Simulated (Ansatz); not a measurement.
**Geometry relaxation, with input and output: Al$_{4}$Ni (part 1 of 2)**

Al$_{4}$Ni (Pm-3m, 5 atoms in the cell), computed with DFT PBE, scalar-relativistic, plane waves, PAW, no spin polarisation (Ansatz 0.2.0).

The structure was made by a generator, so it may or may not be a known phase. Figures and captions count atoms from 1; the log counts them from 0 in places.

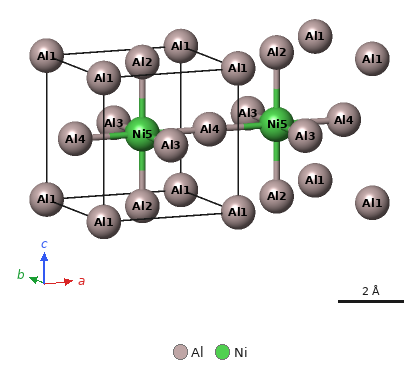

*The starting structure (ball-and-stick view of the cell of the calculation, repeated 2 × 1 × 1, seen slightly off an axis; atoms are numbered from 1 in the order of the input). An atom can appear more than once, as a periodic image.*

### Summary

| quantity | value |
| --- | --- |
| outcome | converged |
| space group (tolerance 0.01 Å) | Pm-3m (221) |
| electrons treated | 30 |
| free energy | −7989.5225 eV |
| Fermi energy | 7.398 eV |
| gap on the k-point mesh | none (metallic) |
| pressure | 0.00 GPa |
| final volume | 91.88 Å³ |
| largest force (length of the vector) at the end | under 0.001 eV/Å |
| final cell | a = 4.512 Å, b = 4.512 Å, c = 4.512 Å, α = 90.00°, β = 90.00°, γ = 90.00° |
| hardware | 1 thread of Arm Neoverse N1, 24 GiB of memory available, shared host |
| wall time | 32 s |
| peak memory | 0.37 GiB |

The run has no spin polarisation, so a magnetic state may lie lower.

### The input
```yaml
crystal:
  lattice:
    - [4.5088340811, 0.0, 0.0]
    - [0.0, 4.5088340811, 0.0]
    - [0.0, 0.0, 4.5088340811]
  atoms:
    - { symbol: Al, position: [0.0, 0.0, 0.0] }
    - { symbol: Al, position: [0.5, 0.5, 0.0] }
    - { symbol: Al, position: [0.5, 0.0, 0.5] }
    - { symbol: Al, position: [0.0, 0.5, 0.5] }
    - { symbol: Ni, position: [0.5, 0.5, 0.5] }
basis:
  ecutwfc: 420
kpoints:
  mp_grid: { grid: [8, 8, 8] }
hamiltonian:
  xc: pbe
scf:
  occupations: { method: gaussian, width: 0.1 }
output:
  forces: true
  stress: true
  eigenvalues: true
  write_density: true
  write_potential: true
  elf: true
  volumetric_format: npy
relax:
  adjacent_minimum: "off"
  f_tol: 0.01
  max_steps: 80
  cell: { stress_tol: 0.05 }
```

Command:
```bash
ansatz run input.yaml --threads 1 --pin off --max-ram 2560MiB --backend cpu --events-out ev --progress --plain --runs-dir out
```

### Log
```
Engine: ansatz 0.2.0, aarch64-unknown-linux-gnu
Pseudopotentials: kind: paw
Pseudopotential: Al, paw, valence charge 3, recommended cutoff 420 eV (normal), Al.paw.azcp
Pseudopotential: Ni, paw, valence charge 18, recommended cutoff 420 eV (normal), Ni.paw.azcp
Functional definition: PBE
  parameter kappa = 0.804
  parameter beta = 0.06672455060314922
  exchange = pbe_x(kappa = kappa, mu = beta*pi^2/3)
  correlation = pbe_c(beta = beta)
Crystal: 5 atoms, lattice volume = 91.663 Å³
Basis set: ecut = 420 eV, 1791 PW (Γ), exchange–correlation on 64×64×64 points (8 copies of the dense FFT grid, shifted against one another)
Bands: 20, of which v1, the nominal top of the filled ones, is band 15 counted from 1 (14 counted from 0)
Symmetry: 48 space group operations
Space group: Pm-3m (ITA 221), of the structure as read, at distance tolerance 4.5e-5 Å
k-points: 35 of 512
Non-local potential: Al, projectors of the file, l = 0: 2, l = 1: 2, l = 2: 1
Non-local potential: Ni, projectors of the file, l = 0: 3, l = 1: 2, l = 2: 3, l = 3: 1
PAW form: soft (Blöchl's): semilocal exchange-correlation on the pseudo side does not see the compensation charge
PAW one-centre angular grid: Al, 110 points (default); XC on 64 Gauss nodes
PAW one-centre angular grid: Ni, 590 points (default); XC on 64 Gauss nodes
Initial density: superposition of atomic densities (neutral atoms: chi_scale 0, normalization atom), corrected by the library's trained network
Initial wavefunctions: pseudopotential atomic-orbital guess
Functional: x = pbe(κ = 0.804, μ = 0.2195149727645171), c = pbe(β = 0.06672455060314922)
SCF iter   1: F=—  HF=-7989.522989 eV  |F-HF|=—  |Δ(HF+E_count)|=         —  Δρ=2.83e-3  dr2=7.92e-3  ethr=1.77e-3  ⟨swp⟩=7.1  Hψ=3894  notcnv=0
preconditioner: auto → Kerker (q_TF=auto, 2.265 Å⁻¹)  [metal: Δε(μ)=0.010 eV  Ē_g=5.944 eV  σ=0.100 eV  W_gap=0.05  n_scr=18 (ndim 8)  ℏωp=18.2 eV  f_vac=0.000  D(μ)=1.47/eV (n_scr^D=6)]
SCF iter   2: F=—  HF=-7989.522615 eV  |F-HF|=—  |Δ(HF+E_count)|=   3.74e-4  Δρ=1.63e-3  dr2=2.81e-3  ethr=2.64e-5  ⟨swp⟩=1.4  Hψ=1007  notcnv=0
SCF iter   3: F=—  HF=-7989.522377 eV  |F-HF|=—  |Δ(HF+E_count)|=   2.38e-4  Δρ=6.35e-4  dr2=2.33e-4  ethr=9.38e-6  ⟨swp⟩=2.3  Hψ=878  notcnv=0
SCF iter   4: F=—  HF=-7989.522344 eV  |F-HF|=—  |Δ(HF+E_count)|=   3.24e-5  Δρ=1.54e-4  dr2=2.90e-5  ethr=7.78e-7  ⟨swp⟩=2.3  Hψ=1000  notcnv=0
SCF iter   5: F=—  HF=-7989.522359 eV  |F-HF|=—  |Δ(HF+E_count)|=   1.51e-5  Δρ=8.63e-5  dr2=4.43e-6  ethr=9.67e-8  ⟨swp⟩=2.0  Hψ=1057  notcnv=0
SCF iter   6: F=—  HF=-7989.522359 eV  |F-HF|=—  |Δ(HF+E_count)|=   5.60e-7  Δρ=3.13e-5  dr2=5.36e-7  ethr=1.48e-8  ⟨swp⟩=2.3  Hψ=1057  notcnv=0
SCF iter   7: F=-7989.522359 eV  HF=-7989.522359 eV  |F-HF|=5.15e-9  |Δ(HF+E_count)|=   8.95e-8  Δρ=2.03e-6  dr2=6.74e-9  ethr=3.33e-10  ⟨swp⟩=10.6  Hψ=4819  notcnv=0
SCF 1 converged in 7 iterations: F = -7989.522359 eV  dr2 = 6.74e-9
  greatest PAW one-centre occupation: 1.000 electrons in one spin orbital (limit 2), on the Ni atom at site 4 (counted from 0), in its partial waves of l = 1
relax step   1: F+E_penalty+E_count = -7989.52235879 eV  Δ(F+E_penalty+E_count) = +0.000e0 eV  max|allowed force component| = 7.045e-29 eV/Å  Δτ_max = 0.0000 Å  P = +0.181 GPa  Ω = 91.663 Å³  (7 SCF iters, dr2 threshold 1.00e-7 eV, accepted)
Crystal: 5 atoms, lattice volume = 91.801 Å³
Initial density: handed on by an earlier stage of this run
Initial wavefunctions: those handed on with the density
iter 1 solved again at ethr=1.01e-7 eV; its pass at ethr=3.10e-3 eV (dr2=3.02e-5 eV) is discarded
SCF iter   1: F=—  HF=-7989.522412 eV  |F-HF|=—  |Δ(HF+E_count)|=         —  Δρ=1.49e-4  dr2=3.66e-5  ethr=1.01e-7  ⟨swp⟩=2.4  Hψ=3956  notcnv=0
preconditioner: auto → Kerker (q_TF=auto, 2.264 Å⁻¹)  [metal: Δε(μ)=0.042 eV  Ē_g=5.953 eV  σ=0.100 eV  W_gap=0.22  n_scr=18 (ndim 8)  ℏωp=18.2 eV  f_vac=0.000  D(μ)=1.46/eV (n_scr^D=6)]
SCF iter   2: F=—  HF=-7989.522431 eV  |F-HF|=—  |Δ(HF+E_count)|=   1.91e-5  Δρ=6.00e-5  dr2=1.04e-5  ethr=1.01e-7  ⟨swp⟩=1.0  Hψ=700  notcnv=0
SCF iter   3: F=—  HF=-7989.522429 eV  |F-HF|=—  |Δ(HF+E_count)|=   2.35e-6  Δρ=5.83e-5  dr2=2.70e-6  ethr=3.47e-8  ⟨swp⟩=2.8  Hψ=1087  notcnv=0
iter 4 did not close the SCF: its close was put off for the readings that it lacked (scf_convergence_deferred on its scf_iter line)
SCF iter   4: F=-7989.522429 eV  HF=-7989.522429 eV  |F-HF|=1.37e-9  |Δ(HF+E_count)|=   3.33e-7  Δρ=4.66e-6  dr2=1.84e-8  ethr=8.99e-9  ⟨swp⟩=2.3  Hψ=883  notcnv=0
iter 5 did not close the SCF: its close was put off for the readings that it lacked (scf_convergence_deferred on its scf_iter line)
SCF iter   5: F=-7989.522429 eV  HF=-7989.522429 eV  |F-HF|=4.22e-9  |Δ(HF+E_count)|=   2.35e-9  Δρ=2.67e-6  dr2=5.49e-9  ethr=6.13e-11  ⟨swp⟩=2.1  Hψ=1158  notcnv=0
SCF iter   6: F=-7989.522429 eV  HF=-7989.522429 eV  |F-HF|=1.00e-11  |Δ(HF+E_count)|=  9.10e-10  Δρ=4.25e-7  dr2=1.37e-10  ethr=1.83e-11  ⟨swp⟩=4.9  Hψ=3769  notcnv=0
SCF 2 converged in 6 iterations: F = -7989.522429 eV  dr2 = 1.37e-10
relax step   2: F+E_penalty+E_count = -7989.52242880 eV  Δ(F+E_penalty+E_count) = -7.001e-5 eV  max|allowed force component| = 1.948e-28 eV/Å  Δτ_max = 0.0000 Å  P = +0.068 GPa  Ω = 91.801 Å³  energy of the carried Pulay correction = -3.781e-5 eV  (6 SCF iters, dr2 threshold 8.23e-8 eV, accepted)
Crystal: 5 atoms, lattice volume = 91.885 Å³
iter 1 solved again at ethr=3.71e-8 eV; its pass at ethr=3.10e-3 eV (dr2=1.11e-5 eV) is discarded
SCF iter   1: F=—  HF=-7989.522403 eV  |F-HF|=—  |Δ(HF+E_count)|=         —  Δρ=9.09e-5  dr2=1.35e-5  ethr=3.71e-8  ⟨swp⟩=2.4  Hψ=3954  notcnv=0
preconditioner: auto → Kerker (q_TF=auto, 2.264 Å⁻¹)  [metal: Δε(μ)=0.043 eV  Ē_g=5.949 eV  σ=0.100 eV  W_gap=0.23  n_scr=18 (ndim 8)  ℏωp=18.2 eV  f_vac=0.000  D(μ)=1.46/eV (n_scr^D=6)]
SCF iter   2: F=—  HF=-7989.522425 eV  |F-HF|=—  |Δ(HF+E_count)|=   2.16e-5  Δρ=3.64e-5  dr2=3.90e-6  ethr=3.71e-8  ⟨swp⟩=1.0  Hψ=701  notcnv=0
SCF iter   3: F=—  HF=-7989.522424 eV  |F-HF|=—  |Δ(HF+E_count)|=   8.76e-7  Δρ=3.82e-5  dr2=1.13e-6  ethr=1.30e-8  ⟨swp⟩=2.6  Hψ=1055  notcnv=0
iter 4 did not close the SCF: its close was put off for the readings that it lacked (scf_convergence_deferred on its scf_iter line)
SCF iter   4: F=-7989.522424 eV  HF=-7989.522424 eV  |F-HF|=8.88e-10  |Δ(HF+E_count)|=   1.38e-7  Δρ=2.94e-6  dr2=7.51e-9  ethr=3.77e-9  ⟨swp⟩=2.3  Hψ=884  notcnv=0
iter 5 did not close the SCF: its close was put off for the readings that it lacked (scf_convergence_deferred on its scf_iter line)
SCF iter   5: F=-7989.522424 eV  HF=-7989.522424 eV  |F-HF|=1.88e-9  |Δ(HF+E_count)|=  9.43e-10  Δρ=1.83e-6  dr2=2.70e-9  ethr=2.50e-11  ⟨swp⟩=2.0  Hψ=1169  notcnv=0
SCF iter   6: F=-7989.522424 eV  HF=-7989.522424 eV  |F-HF|=1.00e-11  |Δ(HF+E_count)|=  5.13e-10  Δρ=1.93e-7  dr2=4.78e-11  ethr=9.00e-12  ⟨swp⟩=4.9  Hψ=3643  notcnv=0
SCF 3 converged in 6 iterations: F = -7989.522424 eV  dr2 = 4.78e-11
relax step   3: F+E_penalty+E_count = -7989.52242384 eV  Δ(F+E_penalty+E_count) = +4.963e-6 eV  max|allowed force component| = 1.329e-29 eV/Å  Δτ_max = 0.0000 Å  P = +0.000 GPa  Ω = 91.885 Å³  energy of the carried Pulay correction = -6.059e-5 eV  (6 SCF iters, accepted)
Initial wavefunctions: pseudopotential atomic-orbital guess (no wavefunctions were taken with the density)
iter 1 solved again at ethr=2.07e-7 eV; its pass at ethr=3.10e-3 eV (dr2=6.20e-5 eV) is discarded
SCF iter   1: F=—  HF=-7989.522449 eV  |F-HF|=—  |Δ(HF+E_count)|=         —  Δρ=6.75e-6  dr2=2.47e-8  ethr=2.07e-7  ⟨swp⟩=3.0  Hψ=5615  notcnv=0
eigensolver tolerance schedule: the retry pair's looser diagonalisation over-reported the residual by 2503.81 of it (diagonalisation noise at 0.20 of the residual, at the tolerance the schedule requests for it); recorded, not acted on — ethr = c·dr2/N_el stays at c = 1.0e-1
preconditioner: auto → Kerker (q_TF=auto, 2.264 Å⁻¹)  [metal: Δε(μ)=0.043 eV  Ē_g=5.950 eV  σ=0.100 eV  W_gap=0.23  n_scr=18 (ndim 8)  ℏωp=18.2 eV  f_vac=0.000  D(μ)=1.46/eV (n_scr^D=6)]
SCF iter   2: F=—  HF=-7989.522475 eV  |F-HF|=—  |Δ(HF+E_count)|=   2.58e-5  Δρ=5.26e-6  dr2=1.49e-8  ethr=8.25e-11  ⟨swp⟩=3.5  Hψ=1616  notcnv=0
SCF iter   3: F=—  HF=-7989.522475 eV  |F-HF|=—  |Δ(HF+E_count)|=  9.65e-10  Δρ=2.51e-6  dr2=3.37e-9  ethr=4.96e-11  ⟨swp⟩=1.0  Hψ=701  notcnv=0
SCF iter   4: F=—  HF=-7989.522475 eV  |F-HF|=—  |Δ(HF+E_count)|=  9.09e-11  Δρ=1.43e-6  dr2=1.11e-9  ethr=1.12e-11  ⟨swp⟩=1.0  Hψ=700  notcnv=0
SCF iter   5: F=—  HF=-7989.522475 eV  |F-HF|=—  |Δ(HF+E_count)|=  2.96e-10  Δρ=2.74e-7  dr2=5.93e-11  ethr=3.71e-12  ⟨swp⟩=2.4  Hψ=1052  notcnv=0
SCF iter   6: F=-7989.522475 eV  HF=-7989.522475 eV  |F-HF|=9.09e-12  |Δ(HF+E_count)|=  9.09e-13  Δρ=1.35e-7  dr2=1.34e-11  ethr=1.00e-12  ⟨swp⟩=5.6  Hψ=3108  notcnv=0
SCF 4 converged in 6 iterations: F = -7989.522475 eV  dr2 = 1.34e-11
relax step   4: F+E_penalty+E_count = -7989.52247502 eV  Δ(F+E_penalty+E_count) = -5.118e-5 eV  max|allowed force component| = 6.620e-30 eV/Å  Δτ_max = 0.0000 Å  P = +0.001 GPa  Ω = 91.885 Å³  stress off target by 1.13e-3 GPa  SCF on the basis re-selected at this cell (its energy is not comparable with the rows above)  (6 SCF iters)
```

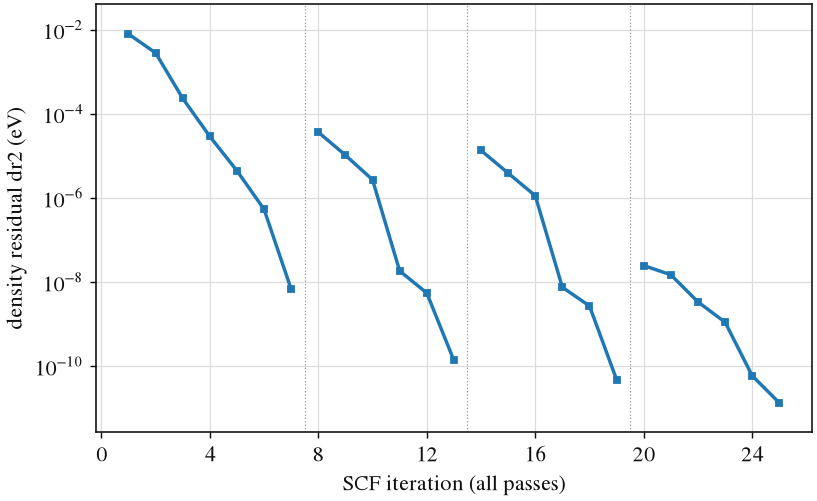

*Convergence of the self-consistent field: density residual dr2 against the SCF iteration. The dotted lines part the SCF passes of the relaxation: geometry steps, rejected trials and re-solves on a re-selected basis.*

The passes take 7, 6, 6 and 6 iterations.
